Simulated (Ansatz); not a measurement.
**CuO2: one change and its effect**

System: CuO2 (Fm-3m, 3 atoms in the cell).
Method of run 1: DFT PBEsol+U, scalar-relativistic, plane waves, PAW, Ueff = 1 eV on Cu d, spin-polarised (Ansatz 0.2.0).

The structure was built on a prototype by a generator; it need not be a known phase. Text and figures count atoms from 1; the logs count them from 0 in places.

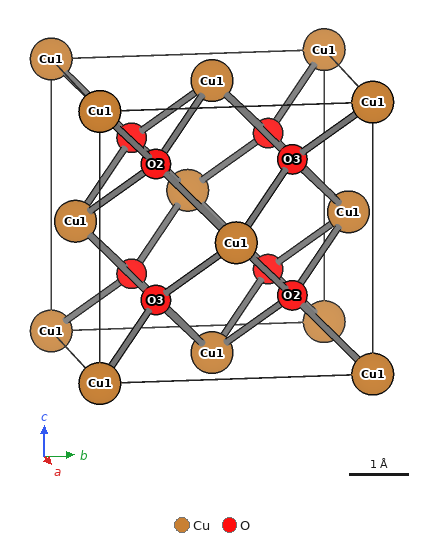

**Figure 1.** The input geometry (ball-and-stick view of the cell 4 times as large as that of the calculation, set on its symmetry axes, seen slightly off an axis; atoms are numbered from 1 in the order of the input). An atom can appear more than once, as a periodic image. Near neighbours in the periodic cell (some may lie outside the picture): Cu has 8 O at 2.07 Å; O has 4 Cu at 2.07 Å.

Input file, run 1:
```yaml
crystal:
  lattice:
    - [0.0, 2.3844798727, 2.3844798727]
    - [2.3844798727, 0.0, 2.3844798727]
    - [2.3844798727, 2.3844798727, 0.0]
  atoms:
    - { symbol: Cu, position: [0.0, 0.0, 0.0], spin: 1.0 }
    - { symbol: O, position: [0.25, 0.25, 0.25] }
    - { symbol: O, position: [0.75, 0.75, 0.75] }
basis:
  ecutwfc: 420
kpoints:
  mp_grid: { grid: [16, 16, 16] }
hamiltonian:
  xc: pbesol
  hubbard: { sites: [{ species: Cu, l: d, u_eff: 1.0 }] }
scf:
  occupations: { method: gaussian, width: 0.05 }
output:
  forces: true
  stress: true
  eigenvalues: true
  populations: true
magnetization:
  spin_polarized: true
```

Command:
```bash
ansatz run input.yaml --threads 1 --pin off --max-ram 2560MiB --backend cpu --events-out ev --progress --plain --runs-dir out
```

Hardware: 1 thread of Intel Xeon (Sapphire Rapids), 32 GiB of memory available, shared host.

Output, shortened to warnings, some set-up lines, iterations and results (run 1):
```
Basis set: ecut = 420 eV, 531 PW (Γ), exchange–correlation on 48×48×48 points (8 copies of the dense FFT grid, shifted against one another)
Symmetry: 48 space group operations
k-points: 145 of 4096
Initial density: superposition of atomic densities (chi_scale 0.1, normalization cell, long waves kept (reshape's long-wave potential 0.00 eV rms))
[...]
SCF iter   1: F=—  HF=-7704.380287 eV  |F-HF|=—  |Δ(HF+E_count)|=         —  Δρ=1.20e-1 (↑3.33e-2 ↓1.20e-1)  dr2=2.73e0  dr2_m=1.13e0  M=0.644 μB ∫|m|=0.650 μB  β_m=0.30  …
SCF iter   2: F=—  HF=-7704.377424 eV  |F-HF|=—  |Δ(HF+E_count)|=   2.86e-3  Δρ=6.71e-2 (↑6.71e-2 ↓5.40e-2)  dr2=1.82e0  dr2_m=1.54e-1  M=1.240 μB ∫|m|=1.243 μB  β_m=0.30  …
SCF iter   3: F=—  HF=-7704.358809 eV  |F-HF|=—  |Δ(HF+E_count)|=   1.86e-2  Δρ=3.57e-2 (↑3.46e-2 ↓3.57e-2)  dr2=7.41e-2  dr2_m=2.40e-1  M=1.391 μB ∫|m|=1.398 μB  β_m=0.30  …
SCF iter   4: F=—  HF=-7704.599137 eV  |F-HF|=—  |Δ(HF+E_count)|=   2.40e-1  Δρ=3.42e-2 (↑3.42e-2 ↓2.35e-2)  dr2=2.60e-1  dr2_m=1.35e-1  M=1.487 μB ∫|m|=1.500 μB  β_m=1.00  …
SCF iter   5: F=—  HF=-7704.634923 eV  |F-HF|=—  |Δ(HF+E_count)|=   3.58e-2  Δρ=1.36e-2 (↑1.36e-2 ↓1.21e-2)  dr2=1.74e-2  dr2_m=3.71e-2  M=1.674 μB ∫|m|=1.705 μB  β_m=0.30  …
[... 8 lines ...]
SCF iter  14: F=—  HF=-7704.709750 eV  |F-HF|=—  |Δ(HF+E_count)|=   4.67e-6  Δρ=5.96e-5 (↑5.82e-5 ↓5.96e-5)  dr2=3.91e-7  dr2_m=7.58e-7  M=1.982 μB ∫|m|=2.053 μB  β_m=0.95  …
SCF iter  15: F=—  HF=-7704.709750 eV  |F-HF|=—  |Δ(HF+E_count)|=   5.35e-7  Δρ=1.91e-5 (↑7.46e-6 ↓1.91e-5)  dr2=1.35e-7  dr2_m=1.66e-8  M=1.983 μB ∫|m|=2.054 μB  β_m=0.97  …
SCF iter  16: F=-7704.709750 eV  HF=-7704.709750 eV  |F-HF|=4.62e-9  |Δ(HF+E_count)|=   1.78e-8  Δρ=1.01e-5 (↑1.01e-5 ↓7.02e-6)  dr2=1.91e-8  dr2_m=1.40e-8  M=1.982 μB …
SCF iter  17: F=-7704.709750 eV  HF=-7704.709750 eV  |F-HF|=1.12e-10  |Δ(HF+E_count)|=   1.10e-8  Δρ=9.47e-7 (↑6.28e-7 ↓9.47e-7)  dr2=1.04e-10  dr2_m=1.31e-10  M=1.983 μB …
SCF 1 converged in 17 iterations: F = -7704.709750 eV  dr2 = 1.04e-10
SCF converged after 17 iterations
Magnetization: 1.9825 μB (16.4913 up, 14.5087 down)
Absolute magnetization: 2.0529 μB (∫|ρ↑−ρ↓|, with the PAW one-centre terms)
Spin contamination: 0.0053 ħ² per cell (⟨S²⟩ above its minimum at these occupations)
Per-site moments (μB) at R_I (Å): [(0.6397491568707563, 0.8518208096354898), (0.6556691142669413, 0.8518208096354898), (0.6556691142669411, 0.8518208096354898)]
Free energy (F): -7704.709750 eV
Harris-Foulkes:  -7704.709750 eV  (|F-HF|=1.12e-10)
Internal energy: -7704.707028 eV  (E = F + TS)
E sigma→0 (E₀):  -7704.708389 eV
Entropy (-TS):   -0.002722 eV (-0.907 meV/atom)
Fermi energy:    10.053270 eV
--- Per-component energies (eV) ---
  E_band       = -464.049843
  E_kinetic    = 638.531343
  E_local      = -5231.925742  (includes V_loc(G=0)·N_el)
  E_nonlocal   = 482.587129
  E_hartree    = 2226.254112
  E_xc         = -232.115974
  E_vxc        = -298.950318  (∫ρ·V_xc dr)
  E_hubbard    = 0.334479  (on-site DFT+U / exact-exchange correction)
  E_vhub       = -3.921192  (the Hubbard potential's part of the band-sum identity)
  E_paw        = -1920.942420  (= ΣΔE_a)
  E_vpaw       = -502.884587  (= ΣTr[D̂ρ^β])
  E_aug_tail   = 0.004886  (compensation charges beyond the density's cutoff)
  E_ewald      = -3667.711620
  E_core_change = 0.276778  (= ΣΔE_core)
  E_smearing   = -0.002722  (= −TS)
  E_closure    = 0.000000  (closes the sum)
  Σ components = -7704.709750   (vs F -7704.709750, Δ=0.00e0)
--- Forces (eV/Å), atoms counted from 1 ---
  atom   1  Cu    -0.00000000     0.00000000     0.00000000
  atom   2  O      0.00000000    -0.00000000     0.00000000
  atom   3  O      0.00000000    -0.00000000     0.00000000
  max |Σ_I F_I| component: 1.62e-17 eV/Å
--- Stress (GPa, compression-positive) ---
        0.824467       0.000000      -0.000000
       -0.000000       0.824467       0.000000
       -0.000000       0.000000       0.824467
  P = ⅓ Tr σ = 0.8245 GPa (8.245 kbar)
Occupation matrices written to [file]
--- Löwdin populations: 3 sites ---
  site symbol       q [e]    m [muB]
     0     Cu     17.6915     0.5180
     1      O      6.5830     0.7362
     2      O      6.5830     0.7362
  spilling = 0.004594 (of n_electrons = 31.000000)
```

Run 2 used a changed input.

The two runs side by side:

```csv
quantity,run 1,run 2
outcome,converged,converged
free energy per atom (eV),−2568.2366,−2567.6367
"energy per atom, smearing taken to zero (eV)",−2568.2361,−2567.6364
gap on the mesh (eV),0.00,0.00
net moment of the cell (μB),1.98,2.17
absolute moment of the cell (μB),2.05,2.24
pressure (GPa),0.82,6.38
largest force (eV/Å),0.000,0.000
SCF iterations,17,21
irreducible k-points,145,145
plane waves at Γ,531,531
wall time (shared host),13 s,15 s
```

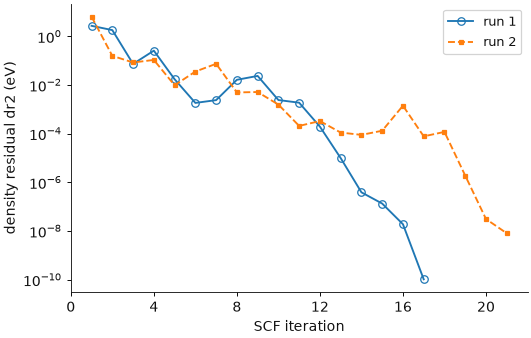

**Figure 2.** Convergence of the two runs: density residual dr2 against the SCF iteration. Run 1 takes 17 iterations in all, and run 2 takes 21.

Which change of the input explains these differences?

The change (lines with − go, lines with + come):
```diff
-  hubbard: { sites: [{ species: Cu, l: d, u_eff: 1.0 }] }
+  hubbard: { sites: [{ species: Cu, l: d, u_eff: 7.0 }] }
```

The total energies belong to different models, so their difference says nothing on which is more stable or more accurate. The net moment of the cell goes from 1.98 to 2.17 μB. The pressure goes from 0.82 to 6.38 GPa. The SCF takes 21 iterations against 17.

Output, shortened to warnings, some set-up lines, iterations and results (run 2):
```
Basis set: ecut = 420 eV, 531 PW (Γ), exchange–correlation on 48×48×48 points (8 copies of the dense FFT grid, shifted against one another)
Symmetry: 48 space group operations
k-points: 145 of 4096
Initial density: superposition of atomic densities (chi_scale 0.1, normalization cell, long waves kept (reshape's long-wave potential 0.00 eV rms))
[...]
SCF iter   1: F=—  HF=-7703.449243 eV  |F-HF|=—  |Δ(HF+E_count)|=         —  Δρ=1.65e-1 (↑4.31e-2 ↓1.65e-1)  dr2=6.51e0  dr2_m=1.79e0  M=0.280 μB ∫|m|=0.289 μB  β_m=0.30  …
SCF iter   2: F=—  HF=-7702.383664 eV  |F-HF|=—  |Δ(HF+E_count)|=    1.07e0  Δρ=4.97e-2 (↑4.97e-2 ↓4.62e-2)  dr2=1.59e-1  dr2_m=4.38e-1  M=1.188 μB ∫|m|=1.191 μB  β_m=0.30  …
SCF iter   3: F=—  HF=-7702.475863 eV  |F-HF|=—  |Δ(HF+E_count)|=   9.22e-2  Δρ=4.16e-2 (↑3.58e-2 ↓4.16e-2)  dr2=8.50e-2  dr2_m=3.32e-1  M=1.348 μB ∫|m|=1.355 μB  β_m=0.30  …
SCF iter   4: F=—  HF=-7702.666753 eV  |F-HF|=—  |Δ(HF+E_count)|=   1.91e-1  Δρ=3.77e-2 (↑3.77e-2 ↓2.69e-2)  dr2=1.08e-1  dr2_m=2.22e-1  M=1.526 μB ∫|m|=1.537 μB  β_m=1.00  …
SCF iter   5: F=—  HF=-7702.787548 eV  |F-HF|=—  |Δ(HF+E_count)|=   1.21e-1  Δρ=1.28e-2 (↑1.24e-2 ↓1.28e-2)  dr2=9.84e-3  dr2_m=3.63e-2  M=1.716 μB ∫|m|=1.747 μB  β_m=1.00  …
[... 12 lines ...]
SCF iter  18: F=—  HF=-7702.910173 eV  |F-HF|=—  |Δ(HF+E_count)|=   1.21e-5  Δρ=6.49e-4 (↑1.36e-4 ↓6.49e-4)  dr2=1.19e-4  dr2_m=1.65e-5  M=2.170 μB ∫|m|=2.240 μB  β_m=0.97  …
SCF iter  19: F=—  HF=-7702.910159 eV  |F-HF|=—  |Δ(HF+E_count)|=   1.43e-5  Δρ=6.48e-5 (↑6.12e-5 ↓6.48e-5)  dr2=1.90e-6  dr2_m=3.20e-7  M=2.172 μB ∫|m|=2.242 μB  β_m=0.82  …
SCF iter  20: F=-7702.910158 eV  HF=-7702.910158 eV  |F-HF|=2.30e-9  |Δ(HF+E_count)|=   6.11e-7  Δρ=1.01e-5 (↑1.01e-5 ↓9.39e-6)  dr2=3.13e-8  dr2_m=1.09e-8  M=2.172 μB …
SCF iter  21: F=-7702.910158 eV  HF=-7702.910158 eV  |F-HF|=2.68e-9  |Δ(HF+E_count)|=   1.01e-8  Δρ=5.40e-6 (↑1.03e-6 ↓5.40e-6)  dr2=8.12e-9  dr2_m=1.72e-9  M=2.173 μB …
SCF 1 converged in 21 iterations: F = -7702.910158 eV  dr2 = 8.12e-9
SCF converged after 21 iterations
Magnetization: 2.1726 μB (16.5863 up, 14.4137 down)
Absolute magnetization: 2.2419 μB (∫|ρ↑−ρ↓|, with the PAW one-centre terms)
Spin contamination: 0.0072 ħ² per cell (⟨S²⟩ above its minimum at these occupations)
Per-site moments (μB) at R_I (Å): [(0.5783178294777233, 0.8518208096354898), (0.7735887645407243, 0.8518208096354898), (0.7735887645407242, 0.8518208096354898)]
Free energy (F): -7702.910158 eV
Harris-Foulkes:  -7702.910158 eV  (|F-HF|=2.68e-9)
Internal energy: -7702.908156 eV  (E = F + TS)
E sigma→0 (E₀):  -7702.909157 eV
Entropy (-TS):   -0.002002 eV (-0.667 meV/atom)
Fermi energy:    9.503021 eV
--- Per-component energies (eV) ---
  E_band       = -473.844811
  E_kinetic    = 639.786956
  E_local      = -5256.740976  (includes V_loc(G=0)·N_el)
  E_nonlocal   = 491.948556
  E_hartree    = 2248.016295
  E_xc         = -231.480963
  E_vxc        = -298.118090  (∫ρ·V_xc dr)
  E_hubbard    = 1.862711  (on-site DFT+U / exact-exchange correction)
  E_vhub       = -29.052211  (the Hubbard potential's part of the band-sum identity)
  E_paw        = -1928.870760  (= ΣΔE_a)
  E_vpaw       = -517.699697  (= ΣTr[D̂ρ^β])
  E_aug_tail   = 0.004866  (compensation charges beyond the density's cutoff)
  E_ewald      = -3667.711620
  E_core_change = 0.276778  (= ΣΔE_core)
  E_smearing   = -0.002002  (= −TS)
  E_closure    = -0.000000  (closes the sum)
  Σ components = -7702.910158   (vs F -7702.910158, Δ=0.00e0)
--- Forces (eV/Å), atoms counted from 1 ---
  atom   1  Cu    -0.00000000     0.00000000    -0.00000000
  atom   2  O     -0.00000000     0.00000000    -0.00000000
  atom   3  O     -0.00000000     0.00000000    -0.00000000
  max |Σ_I F_I| component: 3.70e-17 eV/Å
--- Stress (GPa, compression-positive) ---
        6.378386       0.000000       0.000000
        0.000000       6.378386       0.000000
        0.000000      -0.000000       6.378386
  P = ⅓ Tr σ = 6.3784 GPa (63.784 kbar)
Occupation matrices written to [file]
--- Löwdin populations: 3 sites ---
  site symbol       q [e]    m [muB]
     0     Cu     17.8520     0.4601
     1      O      6.5160     0.8631
     2      O      6.5160     0.8631
  spilling = 0.003742 (of n_electrons = 31.000000)
```

For both runs: The electronic state found may not be the lowest one. For run 2: The cell is under a pressure of 6.4 GPa at this level, so it is not at its equilibrium volume.
